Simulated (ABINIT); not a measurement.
**Effective mass calculation of GaN (part 3 of 3)**

The same run, continued: GaN (P6₃mc, 4 atoms in the cell); Kohn-Sham DFT of a periodic cell, PBE, PseudoDojo NC SR PBE v0.4.1 standard, no spin polarisation (ABINIT 10.8.3); cutoff 1142.88 eV, 8×8×5 k-mesh, fixed occupations. The structure was built on a prototype by a generator; it need not be a known phase.

Geometry of the input (Å; fractional positions):
```
3.1890  0.0000  0.0000
-1.5945  2.7618  0.0000
0.0000  0.0000  5.1850
Ga 0.3333  0.6667  0.0000
Ga 0.6667  0.3333  0.5000
N  0.3333  0.6667  0.3770
N  0.6667  0.3333  0.8770
```

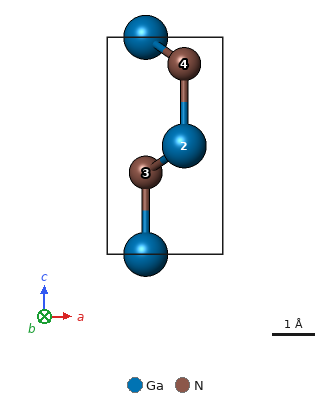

**Figure 1.** The structure (ball-and-stick view of the cell of the calculation, along the b axis; atoms are numbered from 1 in the order of the input).

The program's output, continued:
```
 K-point ( 0.000, 0.000, 0.000) | band =    18
 Transport equivalent effective mass tensor:
             -2.2360628204              0.0000000001             -0.0000000002
              0.0000000001             -2.2360628198             -0.0000000000
             -0.0000000002             -0.0000000000             -2.0932068367
 Transport equivalent effective mass tensor eigenvalues:
             -2.2360628204             -2.2360628198             -2.0932068367
 Angular average effective mass 1/(<1/m>)=  -2.1863257809
 Angular average effective mass for Frohlich model (<m**0.5>)**2=  -2.1869683655
 Effective masses along directions: (cart. coord. / red. coord. -> eff. mass)
    1:   1.000000  0.000000  0.000000 /   0.894427 -0.447214  0.000000 ->  -2.2360628206
    2:   0.000000  1.000000  0.000000 /   0.000000  1.000000  0.000000 ->  -2.2360628201
    3:   0.000000  0.000000  1.000000 /   0.000000  0.000000  1.000000 ->  -2.0932068368
    4:   0.707107  0.707107  0.000000 /   0.939071  0.343724  0.000000 ->  -2.2360628140
    5:   0.577350  0.577350  0.577350 /   0.514513  0.188325  0.836547 ->  -2.1863257789

 Angular average effective mass for Frohlich model, averaged over degenerate bands.
 Value of     (<<m**0.5>>)**2 =     1.039453E+00
 Absolute Value of <<m**0.5>> =     1.019536E+00

 K-point ( 0.000, 0.000, 0.000) | band =    19
 Effective mass tensor:
              0.1775081845             -0.0000000000              0.0000000000
             -0.0000000000              0.1775081846             -0.0000000000
              0.0000000000             -0.0000000000              0.1605152473
 Effective mass tensor eigenvalues:
              0.1605152473              0.1775081845              0.1775081846
 Angular average effective mass 1/(<1/m>)=   0.1714577304
 Angular average effective mass for Frohlich model (<m**0.5>)**2=   0.1715755000
 Effective masses along directions: (cart. coord. / red. coord. -> eff. mass)
    1:   1.000000  0.000000  0.000000 /   0.894427 -0.447214  0.000000 ->   0.1775081845
    2:   0.000000  1.000000  0.000000 /   0.000000  1.000000  0.000000 ->   0.1775081846
    3:   0.000000  0.000000  1.000000 /   0.000000  0.000000  1.000000 ->   0.1605152473
    4:   0.707107  0.707107  0.000000 /   0.939071  0.343724  0.000000 ->   0.1775081845
    5:   0.577350  0.577350  0.577350 /   0.514513  0.188325  0.836547 ->   0.1714577304

 END OF EFFECTIVE MASSES SECTION

================================================================================

 ---- first-order wavefunction calculations are completed ----

 Total localisation tensor (bohr^2) in cartesian coordinates
  WARNING : still subject to testing - especially symmetries.
      direction              matrix element
   alpha     beta       real part   imaginary part
     1        1       5.1487395922    0.0000000000
     1        2      -1.7835757128    0.0000000000
     1        3       0.0000000000    0.0000000000
     2        1      -1.7835757128    0.0000000000
     2        2       3.0892437538   -0.0000000000
     2        3       0.0000000000    0.0000000000
     3        1       0.0000000000    0.0000000000
     3        2       0.0000000000    0.0000000000
     3        3       2.6908745937    0.0000000000

 respfn : d/dk was computed, but no 2DTE, so no DDB output.

== END DATASET(S) ==============================================================
================================================================================

 -outvars: echo values of variables after computation  --------
            acell      6.0263366114E+00  6.0263366114E+00  9.7982299562E+00 Bohr
           etotal1    -1.7376013948E+02
           etotal3    -3.5736162600E+01
            fcart1    -7.1490071578E-28  4.1274812069E-28  2.8936821946E-05
                       7.1490071578E-28 -4.1274812069E-28  2.8936821946E-05
                      -0.0000000000E+00 -0.0000000000E+00 -2.8936821946E-05
                      -0.0000000000E+00 -0.0000000000E+00 -2.8936821946E-05
            rprim      1.0000000000E+00  0.0000000000E+00  0.0000000000E+00
                      -5.0000000000E-01  8.6602540380E-01  0.0000000000E+00
                       0.0000000000E+00  0.0000000000E+00  1.0000000000E+00
           strten1    -1.8463156448E-04 -1.8463156529E-04 -2.0224373894E-04
                       0.0000000000E+00  0.0000000000E+00  0.0000000000E+00
           xangst      9.7659572482E-17  1.8411700072E+00  0.0000000000E+00
                       1.5944999989E+00  9.2058500361E-01  2.5924999982E+00
                       9.7659572482E-17  1.8411700072E+00  1.9547449987E+00
                       1.5944999989E+00  9.2058500361E-01  4.5472449969E+00
             xred      3.3333333333E-01  6.6666666667E-01  0.0000000000E+00
                       6.6666666667E-01  3.3333333333E-01  5.0000000000E-01
                       3.3333333333E-01  6.6666666667E-01  3.7700000000E-01
                       6.6666666667E-01  3.3333333333E-01  8.7700000000E-01
 Calculation completed.
```

Key numbers:

| quantity | value |
| --- | --- |
| outcome | converged |
| space group (tolerance 0.01 Å) | P6₃mc (186) |
| electrons treated | 36 |
| free energy | −4728.2543 eV |
| Fermi energy of the self-consistent step | 5.361 eV |
| pressure | 5.60 GPa |
| largest force (length of the vector) | 0.001 eV/Å |
| hardware | 1 thread of AMD EPYC 7571, 176 GiB of memory available, shared host |
| wall time | 5.5 min |
| peak memory | 0.23 GiB |

The cell is under a pressure of 5.6 GPa at this level, so it is not at its equilibrium volume.
